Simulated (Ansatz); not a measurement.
**What a change does: geometry relaxation on AlRu**

System: AlRu (Pm-3m, 2 atoms in the cell).
Method of the first run: Kohn-Sham DFT of a periodic cell, B3LYP, Ansatz PAW, no spin polarisation (Ansatz 0.2.0).

The structure derives from an entry of the Crystallography Open Database. Text and figures count atoms from 1; the logs count them from 0 in places.

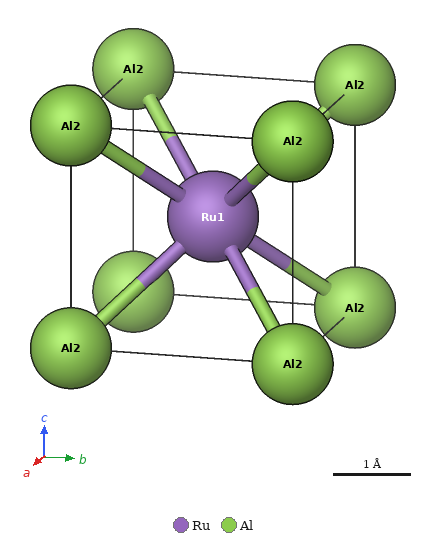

Figure 1. The input geometry (ball-and-stick view of the cell of the calculation, seen slightly off an axis; atoms are numbered from 1 in the order of the input). An atom can appear more than once, as a periodic image. Near neighbours in the periodic cell (some may lie outside the picture): Ru has 8 Al at 2.59 Å; Al has 8 Ru at 2.59 Å.

## The input, the first run
```yaml
crystal:
  lattice:
    - [2.9916, 0.0, 0.0]
    - [0.0, 2.9916, 0.0]
    - [0.0, 0.0, 2.9916]
  atoms:
    - { symbol: Ru, position: [0.5, 0.5, 0.5] }
    - { symbol: Al, position: [0.0, 0.0, 0.0] }
hamiltonian:
  xc: b3lyp
  pseudopotentials: { kind: paw }
kpoints:
  mp_grid: { grid: [5, 5, 5] }
scf:
  occupations: { method: fermi_dirac, width: 0.05 }
output:
  forces: true
  stress: true
  eigenvalues: true
relax:
  f_tol: 0.01
  max_steps: 40
  cell: { stress_tol: 0.05 }
```

Hardware: 1 × NVIDIA H100 80GB HBM3, 2 threads of AMD EPYC (Zen 3), 288 GiB of memory available, shared host.

## Output, shortened to warnings, some set-up lines, iterations and results (the first run)
```
Basis set: ecut = 420 eV, 485 PW (Γ), exchange–correlation on 40×40×40 points (8 copies of the dense FFT grid, shifted against one another)
Symmetry: 48 space group operations
k-points: 10 of 125
Initial density: superposition of atomic densities (neutral atoms: chi_scale 0, normalization atom), corrected by the library's trained network
[...]
SCF iter   1: F=—  HF=-6430.053168 eV  |F-HF|=—  |Δ(HF+E_count)|=         —  Δρ=1.31e-2  dr2=5.97e-2  ethr=1.77e-3  ⟨swp⟩=6.4  Hψ=581  notcnv=0
SCF iter   2: F=—  HF=-6430.047059 eV  |F-HF|=—  |Δ(HF+E_count)|=   6.11e-3  Δρ=8.30e-3  dr2=2.58e-2  ethr=3.14e-4  ⟨swp⟩=2.2  Hψ=279  notcnv=0  defer=1
SCF iter   3: F=—  HF=-6430.042895 eV  |F-HF|=—  |Δ(HF+E_count)|=   4.16e-3  Δρ=6.41e-4  dr2=1.23e-4  ethr=7.34e-7  ⟨swp⟩=3.9  Hψ=625  notcnv=0
SCF iter   4: F=—  HF=-6430.042932 eV  |F-HF|=—  |Δ(HF+E_count)|=   3.72e-5  Δρ=1.06e-4  dr2=1.03e-6  ethr=6.49e-7  ⟨swp⟩=3.0  Hψ=270  notcnv=0
SCF iter   5: F=—  HF=-6430.042936 eV  |F-HF|=—  |Δ(HF+E_count)|=   3.71e-6  Δρ=1.04e-5  dr2=9.86e-9  ethr=5.41e-9  ⟨swp⟩=4.0  Hψ=326  notcnv=0
[... 113 lines ...]
SCF 15 converged in 6 iterations: F = -6432.348823 eV  dr2 = 1.05e-11
SCF iter   1: F=—  HF=-6432.348823 eV  |F-HF|=—  |Δ(HF+E_count)|=         —  Δρ=4.72e-7  dr2=1.99e-11  ethr=4.35e-11  ⟨swp⟩=11.4  Hψ=573  notcnv=0
SCF iter   2: F=-6432.348823 eV  HF=-6432.348823 eV  |F-HF|=6.55e-11  |Δ(HF+E_count)|=  6.28e-11  Δρ=2.21e-7  dr2=1.60e-12  ethr=1.00e-12  ⟨swp⟩=2.0  Hψ=237  notcnv=0
SCF 16 converged in 2 iterations: F = -6432.348823 eV  dr2 = 1.60e-12
relax step   4: F+E_penalty+E_count = -6432.34882324 eV  Δ(F+E_penalty+E_count) = -2.042e-4 eV  max|allowed force component| = 4.308e-26 eV/Å  Δτ_max = 0.0000 Å  P = -0.019 …
basis re-selected at this cell: Δ(F+E_penalty+E_count) = -2.042e-4 eV, ΔP = +0.003 GPa vs the last step (what re-selecting the basis moved, of the pressure what is left beyond the Pulay correction that the steps carried, after the strain that the cell walked since its last selection, with what the …
hybrid SCF converged: 2 outer / 8 inner (+0 warm-up), last move |dexx| = 9.55e-12 eV, tail = 5.07e-12 eV
Stability not checked: this state was not tested for a lower state beside it, because the functional holds exact exchange (a hybrid, or Hartree-Fock), whose exchange loop this test does not read (fock_operator; see scf.lower_state_search)
Free energy (F): -6432.348823 eV
Frozen-core exchange: fock
Harris-Foulkes:  -6432.348823 eV  (|F-HF|=6.55e-11)
Internal energy: -6432.335224 eV  (E = F + TS)
E sigma→0 (E₀):  -6432.342023 eV
Entropy (-TS):   -0.013600 eV (-6.800 meV/atom)
Fermi energy:    16.145112 eV
--- Per-component energies (eV) ---
  E_band       = -153.152360
  E_kinetic    = 544.884819
  E_local      = -1820.387181  (includes V_loc(G=0)·N_el)
  E_nonlocal   = 354.932153
  E_hartree    = 649.210507
  E_xc         = -188.629211
  E_vxc        = -218.630991  (∫ρ·V_xc dr)
  E_exx        = -53.498554  (= α·E_x^exact, valence–valence)
  E_paw        = -3934.567441  (= ΣΔE_a)
  E_vpaw       = -205.374892  (= ΣTr[D̂ρ^β])
  E_aug_tail   = -0.000210  (compensation charges beyond the density's cutoff)
  E_ewald      = -1983.983394
  E_core_change = -0.296711  (= ΣΔE_core)
  E_smearing   = -0.013600  (= −TS)
  E_closure    = 0.000000  (closes the sum)
  Σ components = -6432.348823   (vs F -6432.348823, Δ=0.00e0)
--- Forces (eV/Å), atoms counted from 1 ---
  atom   1  Ru     0.00000000     0.00000000    -0.00000000
  atom   2  Al     0.00000000     0.00000000    -0.00000000
  max |Σ_I F_I| component: 1.03e-25 eV/Å
--- Stress (GPa, compression-positive) ---
       -0.018698       0.000000      -0.000000
        0.000000      -0.018698      -0.000000
       -0.000000      -0.000000      -0.018698
  P = ⅓ Tr σ = -0.0187 GPa (-0.187 kbar)
[...]
```

For the second run the input was changed thus:
```diff
-  xc: b3lyp
+  xc: { exchange: pbesol, correlation: pbesol, exx: { coeff: 0.25 } }
```

What does this change do to the results?

The total energies belong to different methods, so their difference says nothing on which is more stable or more accurate. The volume per atom goes from 13.61 to 12.96 Å³. On the same kind of shared host the second run took about 0.56 times as long.

## Output, shortened to warnings, some set-up lines, iterations and results (the second run)
```
Basis set: ecut = 420 eV, 485 PW (Γ), exchange–correlation on 40×40×40 points (8 copies of the dense FFT grid, shifted against one another)
Symmetry: 48 space group operations
k-points: 10 of 125
Initial density: superposition of atomic densities (neutral atoms: chi_scale 0, normalization atom), corrected by the library's trained network
[...]
SCF iter   1: F=—  HF=-6342.216984 eV  |F-HF|=—  |Δ(HF+E_count)|=         —  Δρ=8.35e-3  dr2=2.10e-2  ethr=1.77e-3  ⟨swp⟩=6.0  Hψ=576  notcnv=0
SCF iter   2: F=—  HF=-6342.212921 eV  |F-HF|=—  |Δ(HF+E_count)|=   4.06e-3  Δρ=1.86e-3  dr2=1.03e-3  ethr=6.05e-6  ⟨swp⟩=3.1  Hψ=551  notcnv=0
SCF iter   3: F=—  HF=-6342.212710 eV  |F-HF|=—  |Δ(HF+E_count)|=   2.11e-4  Δρ=4.45e-4  dr2=4.41e-5  ethr=5.40e-6  ⟨swp⟩=2.2  Hψ=242  notcnv=0
SCF iter   4: F=—  HF=-6342.212704 eV  |F-HF|=—  |Δ(HF+E_count)|=   6.43e-6  Δρ=5.07e-5  dr2=4.29e-7  ethr=2.32e-7  ⟨swp⟩=3.2  Hψ=297  notcnv=0
SCF iter   5: F=—  HF=-6342.212704 eV  |F-HF|=—  |Δ(HF+E_count)|=   2.62e-8  Δρ=5.78e-6  dr2=3.72e-9  ethr=2.26e-9  ⟨swp⟩=3.3  Hψ=302  notcnv=0
[... 151 lines ...]
SCF 19 converged in 10 iterations: F = -6365.571939 eV  dr2 = 2.86e-12
SCF iter   1: F=—  HF=-6365.571939 eV  |F-HF|=—  |Δ(HF+E_count)|=         —  Δρ=3.21e-7  dr2=2.09e-11  ethr=5.06e-12  ⟨swp⟩=12.4  Hψ=613  notcnv=0
SCF iter   2: F=-6365.571939 eV  HF=-6365.571939 eV  |F-HF|=9.09e-12  |Δ(HF+E_count)|=  1.82e-12  Δρ=1.97e-7  dr2=7.86e-12  ethr=1.00e-12  ⟨swp⟩=2.0  Hψ=237  notcnv=0
SCF 20 converged in 2 iterations: F = -6365.571939 eV  dr2 = 7.86e-12
relax step   5: F+E_penalty+E_count = -6365.57193908 eV  Δ(F+E_penalty+E_count) = +2.466e-4 eV  max|allowed force component| = 4.524e-26 eV/Å  Δτ_max = 0.0000 Å  P = -0.004 …
basis re-selected at this cell: Δ(F+E_penalty+E_count) = +2.466e-4 eV, ΔP = -0.003 GPa vs the last step (what re-selecting the basis moved, of the pressure what is left beyond the Pulay correction that the steps carried, after the strain that the cell walked since its last selection, with what the …
hybrid SCF converged: 2 outer / 12 inner (+0 warm-up), last move |dexx| = 3.21e-12 eV, tail = 1.72e-11 eV
Stability not checked: this state was not tested for a lower state beside it, because the functional holds exact exchange (a hybrid, or Hartree-Fock), whose exchange loop this test does not read (fock_operator; see scf.lower_state_search)
Free energy (F): -6365.571939 eV
Frozen-core exchange: fock
Harris-Foulkes:  -6365.571939 eV  (|F-HF|=9.09e-12)
Internal energy: -6365.558724 eV  (E = F + TS)
E sigma→0 (E₀):  -6365.565332 eV
Entropy (-TS):   -0.013215 eV (-6.608 meV/atom)
Fermi energy:    16.631605 eV
--- Per-component energies (eV) ---
  E_band       = -153.656499
  E_kinetic    = 546.525222
  E_local      = -1770.476646  (includes V_loc(G=0)·N_el)
  E_nonlocal   = 355.862634
  E_hartree    = 629.631762
  E_xc         = -179.537515
  E_vxc        = -210.002446  (∫ρ·V_xc dr)
  E_exx        = -67.058394  (= α·E_x^exact, valence–valence)
  E_paw        = -3863.734173  (= ΣΔE_a)
  E_vpaw       = -200.711671  (= ΣTr[D̂ρ^β])
  E_aug_tail   = -0.000199  (compensation charges beyond the density's cutoff)
  E_ewald      = -2016.443078
  E_core_change = -0.328337  (= ΣΔE_core)
  E_smearing   = -0.013215  (= −TS)
  E_closure    = 0.000000  (closes the sum)
  Σ components = -6365.571939   (vs F -6365.571939, Δ=9.09e-13)
--- Forces (eV/Å), atoms counted from 1 ---
  atom   1  Ru    -0.00000000     0.00000000     0.00000000
  atom   2  Al    -0.00000000    -0.00000000    -0.00000000
  max |Σ_I F_I| component: 5.17e-26 eV/Å
--- Stress (GPa, compression-positive) ---
       -0.003819       0.000000       0.000000
        0.000000      -0.003819       0.000000
        0.000000       0.000000      -0.003819
  P = ⅓ Tr σ = -0.0038 GPa (-0.038 kbar)
--- Relaxed structure (4 steps of the walk, 4 accepted, 1 SCFs on fresh bases) ---
  F+E_penalty+E_count = -6365.57193908 eV   max|allowed force component| = 4.524e-26 eV/Å   (the final SCF, on the basis selected at the relaxed cell)
  cell:  # Å, volume = 25.9219 Å³
[...]
```

## The two runs side by side

```csv
quantity,the first run,the second run
outcome,converged,converged
free energy per atom (eV),−3216.1744,−3182.7860
"energy per atom, smearing taken to zero (eV)",−3216.1710,−3182.7827
gap on the mesh (eV),0.00,0.00
pressure (GPa),−0.02,0.00
volume per atom (Å³),13.61,12.96
largest force (eV/Å),0.000,0.000
irreducible k-points,10,10
wall time (shared host),36 s,20 s
```

For the first run: Points of doubt noted for this run: forces on files of another functional.
